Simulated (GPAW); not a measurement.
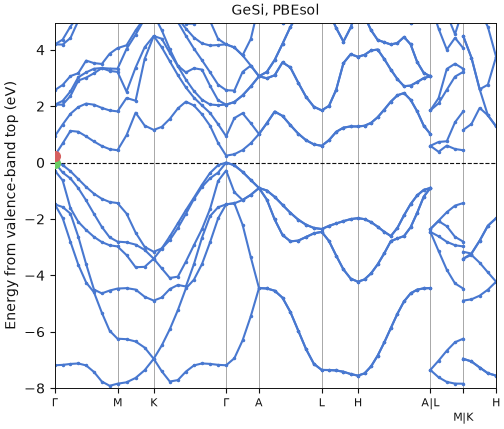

Band structure of wurtzite GeSi, space group P6_3mc (No. 186), 4 atoms in the cell (a = 3.983 Å, c = 6.580 Å (hexagonal axes)). Method: PBEsol, PAW data sets generated in the run's folder for this functional, no spin polarisation, no spin-orbit coupling, 8×8×4 k mesh, 600 eV cutoff, Fermi-Dirac smearing of 0.05 eV (GPAW). Energies are counted from the top of the valence band.

The bands leave a gap. The gap along this path is 0.25 eV and direct: both edges lie at Γ. Two bands meet at the valence-band top at Γ: it is doubly degenerate (spin aside). The top valence band spans 3.2 eV and the lowest conduction band 2.2 eV. The direct gaps are 0.25 eV at Γ, 4.32 eV at K and 2.95 eV at L.

Spin-orbit coupling is left out, which matters for Ge. The cell is under a strain of +2 % (hydrostatic). LDA, GGA and most meta-GGA functionals understate gaps. The cell is at −4 GPa in this functional. The cell comes from a database of computed structures, and whether it is the stable form of this composition wasn't checked.
